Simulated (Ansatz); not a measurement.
Ru

```cif
data_structure
_symmetry_space_group_name_H-M 'P 1'
_symmetry_Int_Tables_number 1
_cell_length_a 3.8849
_cell_length_b 3.8849
_cell_length_c 3.8849
_cell_angle_alpha 90.000
_cell_angle_beta 90.000
_cell_angle_gamma 90.000
_cell_volume 58.63
loop_
_atom_site_label
_atom_site_type_symbol
_atom_site_fract_x
_atom_site_fract_y
_atom_site_fract_z
_atom_site_occupancy
Ru1 Ru 0.00000 0.00000 0.00000 1
Ru2 Ru 0.50000 0.50000 0.00000 1
Ru3 Ru 0.50000 0.00000 0.50000 1
Ru4 Ru 0.00000 0.50000 0.50000 1
```

Space group Fm-3m; changed on purpose from its base cell (volume × 1.06); computed pressure about −15 GPa in this cell; computed without spin polarisation.

Theory: Ansatz 0.2.0, DFT PBE, scalar-relativistic, plane waves, PAW.

Q: What can the converged valence pseudo-density and electron localisation function tell about the bonding?

A: Ru–Ru (2.75 Å): the density is about 0.35 e/Å³ at the midpoint; the ELF is about 0.30 at the midpoint.

Q: Metal or insulator at this level of theory?

A: It is metallic or semimetallic at this level of theory: no gap opens.

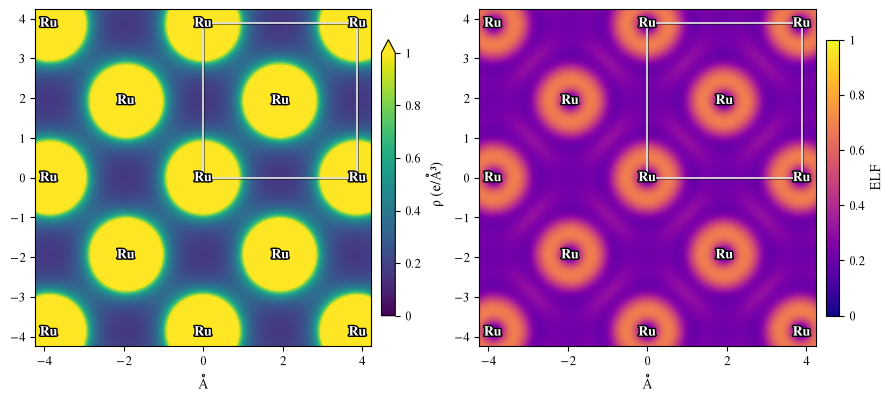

Computed valence pseudo-density and electron localisation function on the (010) plane of the conventional cell, in this order. 

The density is the valence pseudo-density of a PAW calculation; it isn't the true density close to the nuclei.
